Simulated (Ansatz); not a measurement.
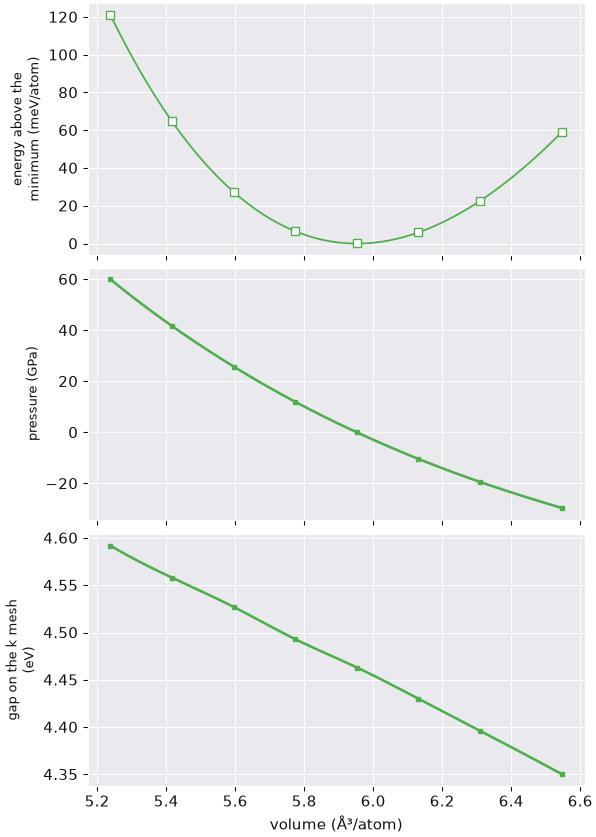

Caption: Energy above the minimum, pressure and gap on the k mesh against volume for BN, space group F-43m (No. 216) (cell built by us, not taken from a database).

A third-order Birch–Murnaghan fit gives V0 = 5.95 Å³/atom, B0 = 371 GPa and B′ = 3.7. The energy above the minimum is 121.1 meV/atom at volume 5.238 Å³/atom and 59.3 meV/atom at 6.548 Å³/atom; the lowest computed point is at volume 5.953 Å³/atom (0.1 meV/atom), in a single well. The pressure falls from 59.99 GPa at volume 5.238 Å³/atom to −29.65 GPa at 6.548 Å³/atom, and changes sign near 5.95 Å³/atom. The gap on the k mesh stays open and runs from 4.592 eV at volume 5.238 Å³/atom to 4.350 eV at 6.548 Å³/atom.

Computed with Ansatz 0.2.0: third-order Birch-Murnaghan fit to density functional energies at scaled volumes of the given relaxed cell, shape and atoms relaxed at each volume; energies count from the fitted minimum; plane waves with PAW datasets, Γ-centred k mesh. Level: PBE, no spin polarisation.

- wave cutoff: 420 eV
- k mesh: 12×12×12
- occupations: Gaussian
- smearing width: 0.02 eV

Starting cell:
```xyz
2
Lattice="0.0000 1.8123 1.8123 1.8123 0.0000 1.8123 1.8123 1.8123 0.0000" Properties=species:S:1:pos:R:3 pbc="T T T"
B     0.9062    0.9062    0.9062
N     1.8123    1.8123    1.8123
```
